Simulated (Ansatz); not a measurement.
# Is the response still linear at 0.3 V/Å? 1T-CrSTe monolayer

The dipole of a slab grows in proportion to a weak field along its normal. Does the weak-field slope carry to a strong field?

How it was computed: Ansatz 0.2.0, plane waves with PAW datasets (its set soft_2), LDA+U; atoms held at their relaxed places, 18 Å of vacuum, dipole correction, cell area 9.95 Å², spin-polarised, 18×18 k-points, smearing 0.02585 eV. Without field the slab has no gap over 0.05 eV.

```tsv
run	field (V/Å)	dipole (e·Å)
run 1	−0.05	−0.08159
run 2	0.00	−0.06621
run 3	0.05	−0.05081
run 4	0.10	−0.03540
run 5	0.30	?
```

Q: Estimate the withheld value from the rows shown.

A least-squares line through the 4 rows shown has slope 0.307940 and intercept −0.066201; no row lies more than 0.00001 e·Å off it. A perfect conductor with that slope would be 180.95 × 0.30794 / 9.95 = 5.60 Å thick. At 0.30 it gives 0.307940 × 0.30 + (−0.066201) = 0.02618 e·Å, beyond the rows fitted. Rounding and scatter of the rows alone allow about ±0.00003 e·Å there.

The run itself gives 0.02633 e·Å: a miss of +0.00015 e·Å. That is under 1 % of the induced dipole, so the response is still linear.

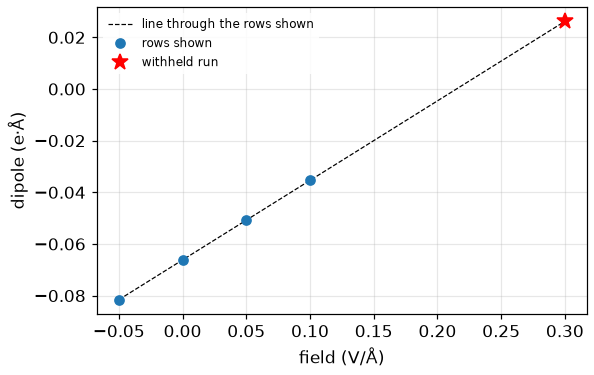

The fit and the withheld run.

**Limits.** Ions are held, so this is the electronic response. Of the series that stay linear within 1 %, this collection keeps about one in seven, and it keeps all that bend. With a small gap or none the response hangs on mesh and smearing, which were not varied here. Spin-orbit coupling is left out, which changes the bands of elements this heavy.

[Logs are printed without paths, hosts, clocks, repeated set-up lines and the standing remarks that a program may print on its own settings, such as how far it seeks lower states.]
